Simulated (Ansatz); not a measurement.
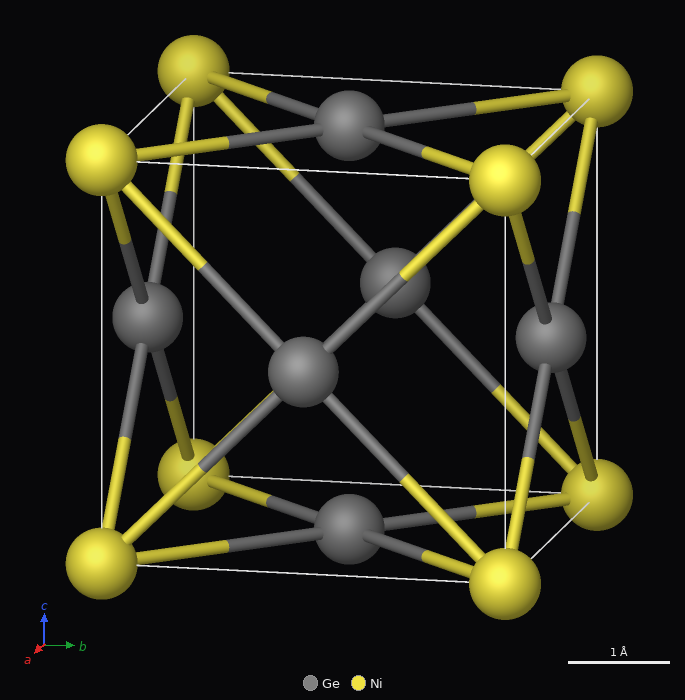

This ball-and-stick model is shown slightly off an axis. Thin lines show the conventional unit cell, with boundary atoms drawn in all their periodic places. Cell: a = 4.114 Å, b = 4.114 Å, c = 4.114 Å, α = 90.00°, β = 90.00°, γ = 90.00°.

- The stoichiometry is NiGe$_{3}$.
- It belongs to space group Pm-3m (No. 221) and has a primitive cubic lattice.
- Among the common structure types it is Cu₃Au (L1₂) type.
- Content of the cell: 1 Ni, 3 Ge (Z = 1).
- The coordination shell of Ge holds four Ni in a square planar arrangement at about 2.9 Å. The Ni atoms are each bonded to twelve Ge in a cuboctahedral arrangement at about 2.9 Å.
- The bonds build a three-dimensional framework.

The initial geometry was a structure listed in the Materials Project, with elements exchanged, so it need not be a known form of the compound. The cell was then strained or its atoms displaced on purpose. A calculation with Ansatz used it as input.

At this level of theory the cell isn't at rest (stretched, at -4 GPa), so its distances can differ from those at equilibrium, the more so the softer the solid.
